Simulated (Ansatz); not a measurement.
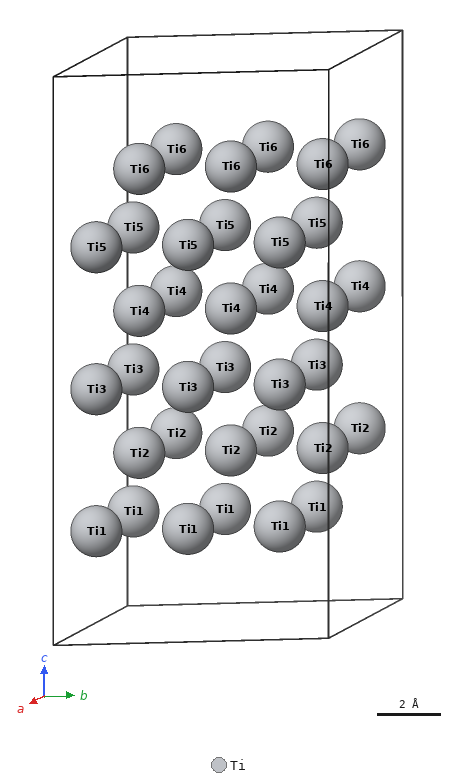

Fig. 1: The starting structure (spheres-only view of the 2 × 3 repeat of the cell, with the vacuum cut short, seen slightly off an axis; atoms are numbered from 1 in the order of the input). An atom can appear more than once, as a periodic image.

**Run report: Ti, geometry relaxation (part 1 of 2)**

System: Ti (slab, 6 atoms in the cell).
Method: DFT PBE, scalar-relativistic, plane waves, PAW, no spin polarisation (Ansatz 0.2.0).

The structure derives from an entry of the Crystallography Open Database. It belongs to a series of runs on one base structure; here: (0 0 1) slab, atoms relaxed. Figures and captions count atoms from 1; the log counts them from 0 in places.

**The input**
```yaml
crystal:
  lattice:
    - [2.9384580613, 0.0, 0.0]
    - [-1.4692290307, 2.544779329, 0.0]
    - [0.0, 0.0, 26.6265850347]
  atoms:
    - { symbol: Ti, position: [0.6666666667, 0.3333333333, 0.2816733723] }
    - { symbol: Ti, position: [0.3333333333, 0.6666666667, 0.3690040234] }
    - { symbol: Ti, position: [0.6666666667, 0.3333333333, 0.4563346745] }
    - { symbol: Ti, position: [0.3333333333, 0.6666666667, 0.5436653255] }
    - { symbol: Ti, position: [0.6666666667, 0.3333333333, 0.6309959766] }
    - { symbol: Ti, position: [0.3333333333, 0.6666666667, 0.7183266277] }
basis:
  ecutwfc: 420
kpoints:
  mp_grid: { grid: [12, 12, 1] }
hamiltonian:
  xc: pbe
scf:
  occupations: { method: gaussian, width: 0.1 }
output:
  forces: true
  eigenvalues: true
  write_density: true
  write_potential: true
  elf: true
  volumetric_format: npy
relax:
  adjacent_minimum: "off"
  f_tol: 0.02
  max_steps: 60
efield:
  axis: 3
  dipole_correction: true
  ramp_width: 0.04
```

Launched with:
```bash
ansatz run input.yaml --threads 1 --pin off --max-ram 2560MiB --backend cpu --events-out ev --progress --plain --runs-dir out
```

**What the program printed**
```
Engine: ansatz 0.2.0, aarch64-unknown-linux-gnu
Pseudopotentials: kind: paw
Pseudopotential: Ti, paw, valence charge 12, recommended cutoff 420 eV (normal), Ti.paw.azcp
Functional definition: PBE
  parameter kappa = 0.804
  parameter beta = 0.06672455060314922
  exchange = pbe_x(kappa = kappa, mu = beta*pi^2/3)
  correlation = pbe_c(beta = beta)
Crystal: 6 atoms, lattice volume = 199.106 Å³
Basis set: ecut = 420 eV, 3833 PW (Γ), exchange–correlation on 40×40×360 points (8 copies of the dense FFT grid, shifted against one another)
Bands: 44, of which v1, the nominal top of the filled ones, is band 36 counted from 1 (35 counted from 0)
Symmetry: 6 space group operations
k-points: 19 of 144 (time reversal used)
Non-local potential: Ti, projectors of the file, l = 0: 3, l = 1: 2, l = 2: 3, l = 3: 1
PAW form: soft (Blöchl's): semilocal exchange-correlation on the pseudo side does not see the compensation charge
PAW one-centre angular grid: Ti, 590 points (default); XC on 64 Gauss nodes
Initial density: superposition of atomic densities (neutral atoms: chi_scale 0, normalization atom), corrected by the library's trained network
Initial wavefunctions: pseudopotential atomic-orbital guess
Functional: x = pbe(κ = 0.804, μ = 0.2195149727645171), c = pbe(β = 0.06672455060314922)
SCF iter   1: F=—  HF=-14996.107714 eV  |F-HF|=—  |Δ(HF+E_count)|=         —  Δρ=1.05e-2  dr2=3.65e0  ethr=1.77e-3  p=0.000 e·Å  D=6.45e-14 V/Å  ΔV_dip=-0.00 eV  dr2_dipole=8.79e-8  V_vac-E_F(+/−)=4.15/4.14 eV  ⟨swp⟩=8.9  Hψ=3868  notcnv=0
efield: sawtooth ramp at fractional position 0.9800 (placed from the atoms, in the widest stretch of the axis that holds none; the zero of the levels goes with the place), width 0.0400; the density the first Hamiltonian is built on has a dipole p = 0.000 e·Å; the dipole correction subtracts the counter field D = 6.45e-14 V/Å, which shifts the + side's vacuum level by -0.00 eV against the − side's; the planar-averaged density in the ramp window peaks in size at 1.4e-4 e/Å³
preconditioner: auto → LDOS  [metal: Δε(μ)=0.017 eV  Ē_g=2.226 eV  σ=0.100 eV  W_gap=0.10  n_scr=18 (ndim 8)  ℏωp=12.9 eV  f_vac=0.418  D(μ)=12.14/eV (n_scr^D=142)  β→1.0]
SCF iter   2: F=—  HF=-14996.071511 eV  |F-HF|=—  |Δ(HF+E_count)|=   3.62e-2  Δρ=2.52e-3  dr2=1.68e-2  ethr=1.77e-3  p=0.000 e·Å  D=1.55e-5 V/Å  ΔV_dip=-0.00 eV  dr2_dipole=3.71e-7  V_vac-E_F(+/−)=4.38/4.38 eV  ⟨swp⟩=1.1  Hψ=993  notcnv=0  defer=2
SCF iter   3: F=—  HF=-14996.071530 eV  |F-HF|=—  |Δ(HF+E_count)|=   1.93e-5  Δρ=1.27e-3  dr2=9.50e-3  ethr=2.33e-5  p=0.000 e·Å  D=7.92e-6 V/Å  ΔV_dip=-0.00 eV  dr2_dipole=5.54e-8  V_vac-E_F(+/−)=4.41/4.41 eV  ⟨swp⟩=3.3  Hψ=1713  notcnv=0  defer=4
SCF iter   4: F=—  HF=-14996.071022 eV  |F-HF|=—  |Δ(HF+E_count)|=   5.08e-4  Δρ=3.81e-4  dr2=4.84e-4  ethr=1.32e-5  p=0.000 e·Å  D=8.39e-6 V/Å  ΔV_dip=-0.00 eV  dr2_dipole=1.15e-9  V_vac-E_F(+/−)=4.43/4.43 eV  ⟨swp⟩=2.4  Hψ=1119  notcnv=0  defer=3
SCF iter   5: F=—  HF=-14996.071042 eV  |F-HF|=—  |Δ(HF+E_count)|=   2.06e-5  Δρ=1.74e-4  dr2=9.47e-5  ethr=6.72e-7  p=0.000 e·Å  D=5.65e-6 V/Å  ΔV_dip=-0.00 eV  dr2_dipole=8.11e-10  V_vac-E_F(+/−)=4.44/4.44 eV  ⟨swp⟩=2.9  Hψ=1439  notcnv=0  defer=2
SCF iter   6: F=—  HF=-14996.071060 eV  |F-HF|=—  |Δ(HF+E_count)|=   1.75e-5  Δρ=7.78e-5  dr2=2.52e-5  ethr=1.32e-7  p=0.000 e·Å  D=2.61e-6 V/Å  ΔV_dip=-0.00 eV  dr2_dipole=3.62e-12  V_vac-E_F(+/−)=4.45/4.45 eV  ⟨swp⟩=2.2  Hψ=1032  notcnv=0  defer=2
SCF iter   7: F=-14996.071065 eV  HF=-14996.071065 eV  |F-HF|=3.17e-7  |Δ(HF+E_count)|=   5.40e-6  Δρ=2.35e-5  dr2=1.89e-6  ethr=1.39e-8  p=0.000 e·Å  D=8.87e-7 V/Å  ΔV_dip=-0.00 eV  dr2_dipole=1.39e-10  V_vac-E_F(+/−)=4.46/4.46 eV  ⟨swp⟩=19.3  Hψ=8149  notcnv=0
SCF 1 converged in 7 iterations: F = -14996.071065 eV  dr2 = 1.89e-6
  greatest PAW one-centre occupation: 0.999 electrons in one spin orbital (limit 2), on the Ti atom at site 2 (counted from 0), in its partial waves of l = 0
relax step   1: F+E_penalty+E_count = -14996.07106484 eV  Δ(F+E_penalty+E_count) = +0.000e0 eV  max|allowed force component| = 6.094e-1 eV/Å  Δτ_max = 0.0000 Å  (7 SCF iters, dr2 threshold 1.00e-5 eV, accepted)
Initial density: handed on by an earlier stage of this run
Initial wavefunctions: those handed on with the density
SCF iter   1: F=—  HF=-14996.428001 eV  |F-HF|=—  |Δ(HF+E_count)|=         —  Δρ=1.99e-2  dr2=4.26e0  ethr=3.10e-3  p=0.000 e·Å  D=8.87e-7 V/Å  ΔV_dip=-0.00 eV  dr2_dipole=8.29e-10  V_vac-E_F(+/−)=4.54/4.54 eV  ⟨swp⟩=5.2  Hψ=2219  notcnv=0  defer=1
efield: sawtooth ramp at fractional position 0.9800 (handed on by an earlier solve), width 0.0400; the density the first Hamiltonian is built on has a dipole p = 0.000 e·Å; the dipole correction subtracts the counter field D = 8.87e-7 V/Å, which shifts the + side's vacuum level by -0.00 eV against the − side's; the planar-averaged density in the ramp window peaks in size at 5.0e-6 e/Å³
preconditioner: auto → LDOS  [metal: Δε(μ)=0.029 eV  Ē_g=2.332 eV  σ=0.100 eV  W_gap=0.16  n_scr=18 (ndim 8)  ℏωp=12.9 eV  f_vac=0.433  D(μ)=6.70/eV (n_scr^D=20)  β→1.0]
SCF iter   2: F=—  HF=-14996.254506 eV  |F-HF|=—  |Δ(HF+E_count)|=   1.73e-1  Δρ=1.43e-2  dr2=2.44e0  ethr=3.10e-3  p=0.000 e·Å  D=4.64e-6 V/Å  ΔV_dip=-0.00 eV  dr2_dipole=1.11e-8  V_vac-E_F(+/−)=4.10/4.10 eV  ⟨swp⟩=2.8  Hψ=1402  notcnv=0  defer=18
SCF iter   3: F=—  HF=-14996.133433 eV  |F-HF|=—  |Δ(HF+E_count)|=   1.21e-1  Δρ=2.40e-3  dr2=2.75e-2  ethr=3.10e-3  p=0.000 e·Å  D=3.34e-6 V/Å  ΔV_dip=-0.00 eV  dr2_dipole=6.61e-9  V_vac-E_F(+/−)=4.31/4.31 eV  ⟨swp⟩=2.2  Hψ=1331  notcnv=0  defer=19
SCF iter   4: F=—  HF=-14996.130338 eV  |F-HF|=—  |Δ(HF+E_count)|=   3.10e-3  Δρ=1.16e-3  dr2=5.20e-3  ethr=3.82e-5  p=0.000 e·Å  D=2.19e-6 V/Å  ΔV_dip=-0.00 eV  dr2_dipole=1.02e-11  V_vac-E_F(+/−)=4.31/4.31 eV  ⟨swp⟩=2.5  Hψ=1393  notcnv=0  defer=20
SCF iter   5: F=—  HF=-14996.131465 eV  |F-HF|=—  |Δ(HF+E_count)|=   1.13e-3  Δρ=4.04e-4  dr2=8.14e-4  ethr=7.22e-6  p=0.000 e·Å  D=1.28e-6 V/Å  ΔV_dip=-0.00 eV  dr2_dipole=2.74e-9  V_vac-E_F(+/−)=4.32/4.32 eV  ⟨swp⟩=2.1  Hψ=1024  notcnv=0  defer=18
SCF iter   6: F=—  HF=-14996.131619 eV  |F-HF|=—  |Δ(HF+E_count)|=   1.54e-4  Δρ=1.57e-4  dr2=1.60e-4  ethr=1.13e-6  p=0.000 e·Å  D=5.27e-7 V/Å  ΔV_dip=-0.00 eV  dr2_dipole=2.71e-12  V_vac-E_F(+/−)=4.33/4.33 eV  ⟨swp⟩=1.8  Hψ=952  notcnv=0  defer=18
SCF iter   7: F=-14996.131661 eV  HF=-14996.131664 eV  |F-HF|=3.46e-6  |Δ(HF+E_count)|=   4.57e-5  Δρ=4.53e-5  dr2=1.22e-5  ethr=3.22e-8  p=0.000 e·Å  D=1.71e-7 V/Å  ΔV_dip=-0.00 eV  dr2_dipole=5.21e-13  V_vac-E_F(+/−)=4.34/4.34 eV  ⟨swp⟩=19.5  Hψ=7984  notcnv=0
SCF 2 converged in 7 iterations: F = -14996.131661 eV  dr2 = 1.22e-5
relax step   2: F+E_penalty+E_count = -14996.13166090 eV  Δ(F+E_penalty+E_count) = -6.060e-2 eV  max|allowed force component| = 4.936e-1 eV/Å  Δτ_max = 0.1849 Å  (7 SCF iters, dr2 threshold 2.32e-5 eV, accepted)
iter 1 solved again at ethr=1.68e-3 eV; its pass at ethr=3.10e-3 eV (dr2=1.21e0 eV) is discarded
SCF iter   1: F=—  HF=-14996.237922 eV  |F-HF|=—  |Δ(HF+E_count)|=         —  Δρ=1.01e-2  dr2=1.22e0  ethr=1.68e-3  p=0.000 e·Å  D=1.71e-7 V/Å  ΔV_dip=-0.00 eV  dr2_dipole=1.01e-9  V_vac-E_F(+/−)=4.31/4.31 eV  ⟨swp⟩=1.2  Hψ=2723  notcnv=0  defer=16
efield: sawtooth ramp at fractional position 0.9800 (handed on by an earlier solve), width 0.0400; the density the first Hamiltonian is built on has a dipole p = 0.000 e·Å; the dipole correction subtracts the counter field D = 1.71e-7 V/Å, which shifts the + side's vacuum level by -0.00 eV against the − side's; the planar-averaged density in the ramp window peaks in size at 6.5e-6 e/Å³
preconditioner: auto → LDOS  [metal: Δε(μ)=0.013 eV  Ē_g=2.277 eV  σ=0.100 eV  W_gap=0.07  n_scr=18 (ndim 8)  ℏωp=12.9 eV  f_vac=0.428  D(μ)=10.20/eV (n_scr^D=114)  β→1.0]
SCF iter   2: F=—  HF=-14996.182197 eV  |F-HF|=—  |Δ(HF+E_count)|=   5.57e-2  Δρ=4.78e-3  dr2=2.14e-1  ethr=1.68e-3  p=-0.000 e·Å  D=-4.02e-7 V/Å  ΔV_dip=0.00 eV  dr2_dipole=2.94e-12  V_vac-E_F(+/−)=4.44/4.44 eV  ⟨swp⟩=2.8  Hψ=1149  notcnv=0  defer=17
SCF iter   3: F=—  HF=-14996.176774 eV  |F-HF|=—  |Δ(HF+E_count)|=   5.42e-3  Δρ=1.14e-3  dr2=1.07e-2  ethr=2.98e-4  p=-0.000 e·Å  D=-3.51e-7 V/Å  ΔV_dip=0.00 eV  dr2_dipole=4.53e-10  V_vac-E_F(+/−)=4.40/4.40 eV  ⟨swp⟩=2.0  Hψ=1064  notcnv=0  defer=17
SCF iter   4: F=—  HF=-14996.176278 eV  |F-HF|=—  |Δ(HF+E_count)|=   4.96e-4  Δρ=3.15e-4  dr2=1.45e-4  ethr=1.49e-5  p=0.000 e·Å  D=2.31e-7 V/Å  ΔV_dip=-0.00 eV  dr2_dipole=3.86e-11  V_vac-E_F(+/−)=4.40/4.40 eV  ⟨swp⟩=2.3  Hψ=1097  notcnv=0  defer=15
SCF iter   5: F=—  HF=-14996.176335 eV  |F-HF|=—  |Δ(HF+E_count)|=   5.70e-5  Δρ=1.09e-4  dr2=3.36e-5  ethr=2.01e-7  p=0.000 e·Å  D=3.38e-8 V/Å  ΔV_dip=-0.00 eV  dr2_dipole=1.77e-10  V_vac-E_F(+/−)=4.41/4.41 eV  ⟨swp⟩=2.6  Hψ=1419  notcnv=0  defer=15
SCF iter   6: F=-14996.176357 eV  HF=-14996.176358 eV  |F-HF|=1.73e-6  |Δ(HF+E_count)|=   2.33e-5  Δρ=5.15e-5  dr2=7.12e-6  ethr=2.12e-8  p=0.000 e·Å  D=3.08e-8 V/Å  ΔV_dip=-0.00 eV  dr2_dipole=2.09e-11  V_vac-E_F(+/−)=4.40/4.40 eV  ⟨swp⟩=20.3  Hψ=8512  notcnv=0
SCF 3 converged in 6 iterations: F = -14996.176357 eV  dr2 = 7.12e-6
relax step   3: F+E_penalty+E_count = -14996.17635676 eV  Δ(F+E_penalty+E_count) = -4.470e-2 eV  max|allowed force component| = 1.991e-2 eV/Å  Δτ_max = 0.0641 Å  (6 SCF iters, dr2 threshold 1.52e-5 eV, accepted)
iter 1 solved again at ethr=9.71e-9 eV; its pass at ethr=3.10e-3 eV (dr2=6.99e-6 eV) is discarded
SCF iter   1: F=—  HF=-14996.176400 eV  |F-HF|=—  |Δ(HF+E_count)|=         —  Δρ=5.15e-5  dr2=6.99e-6  ethr=9.71e-9  p=0.000 e·Å  D=3.08e-8 V/Å  ΔV_dip=-0.00 eV  dr2_dipole=2.18e-11  V_vac-E_F(+/−)=4.40/4.40 eV  ⟨swp⟩=1.0  Hψ=2128  notcnv=0
efield: sawtooth ramp at fractional position 0.9800 (handed on by an earlier solve), width 0.0400; the density the first Hamiltonian is built on has a dipole p = 0.000 e·Å; the dipole correction subtracts the counter field D = 3.08e-8 V/Å, which shifts the + side's vacuum level by -0.00 eV against the − side's; the planar-averaged density in the ramp window peaks in size at 6.5e-6 e/Å³
preconditioner: auto → LDOS  [metal: Δε(μ)=0.053 eV  Ē_g=2.283 eV  σ=0.100 eV  W_gap=0.28  n_scr=18 (ndim 8)  ℏωp=12.9 eV  f_vac=0.428  D(μ)=8.89/eV (n_scr^D=90)  β→1.0]
SCF iter   2: F=—  HF=-14996.176361 eV  |F-HF|=—  |Δ(HF+E_count)|=   3.92e-5  Δρ=3.98e-5  dr2=3.55e-6  ethr=9.71e-9  p=0.000 e·Å  D=9.00e-9 V/Å  ΔV_dip=-0.00 eV  dr2_dipole=1.58e-12  V_vac-E_F(+/−)=4.40/4.40 eV  ⟨swp⟩=2.5  Hψ=1407  notcnv=0
SCF iter   3: F=—  HF=-14996.176361 eV  |F-HF|=—  |Δ(HF+E_count)|=   1.29e-7  Δρ=1.41e-5  dr2=6.47e-7  ethr=4.93e-9  p=0.000 e·Å  D=3.72e-8 V/Å  ΔV_dip=-0.00 eV  dr2_dipole=4.11e-13  V_vac-E_F(+/−)=4.40/4.40 eV  ⟨swp⟩=2.7  Hψ=1492  notcnv=0
SCF iter   4: F=-14996.176361 eV  HF=-14996.176361 eV  |F-HF|=8.39e-9  |Δ(HF+E_count)|=   4.23e-7  Δρ=6.31e-6  dr2=7.14e-8  ethr=1.39e-10  p=0.000 e·Å  D=5.77e-8 V/Å  ΔV_dip=-0.00 eV  dr2_dipole=1.08e-12  V_vac-E_F(+/−)=4.40/4.40 eV  ⟨swp⟩=10.1  Hψ=6083  notcnv=0
SCF 4 converged in 4 iterations: F = -14996.176361 eV  dr2 = 7.14e-8
relax step   4: F+E_penalty+E_count = -14996.17636110 eV  Δ(F+E_penalty+E_count) = -4.338e-6 eV  max|allowed force component| = 1.982e-2 eV/Å  Δτ_max = 0.0000 Å  (4 SCF iters, accepted)
```

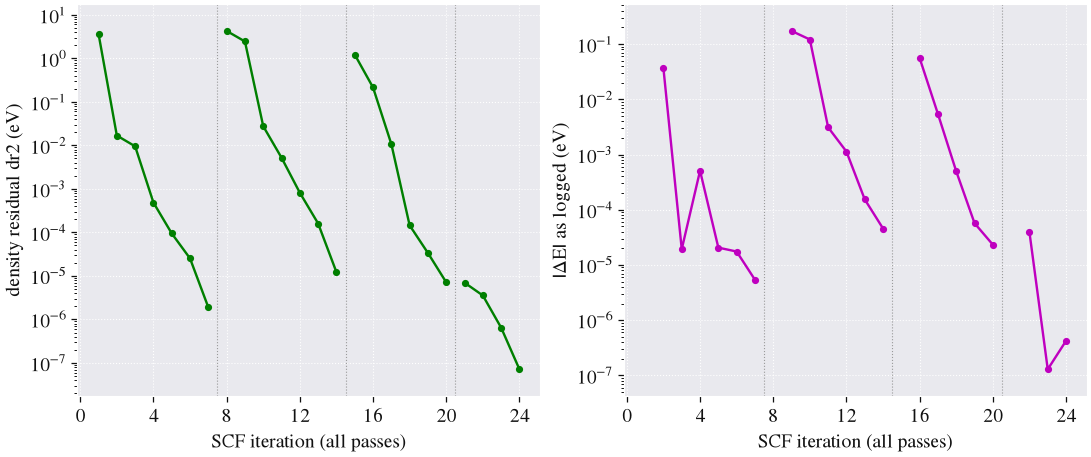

Fig. 2: Convergence of the self-consistent field: density residual dr2 and size of the energy change against the SCF iteration. The dotted lines part the SCF passes of the relaxation: geometry steps, rejected trials and re-solves on a re-selected basis. The passes take 7, 7, 6 and 4 iterations.

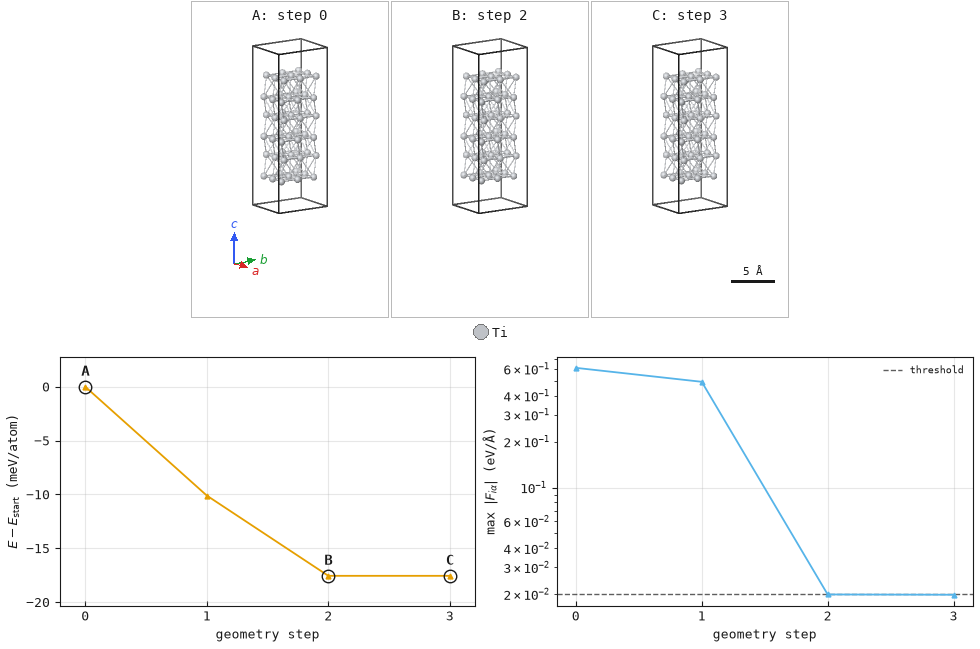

Fig. 3: Frames of the relaxation (ball-and-stick view of the 3 × 3 repeat of the cell, with the vacuum cut short, seen slightly off an axis) above the curves, on which the letters mark them (the first geometry is step 0 here and step 1 in the log).
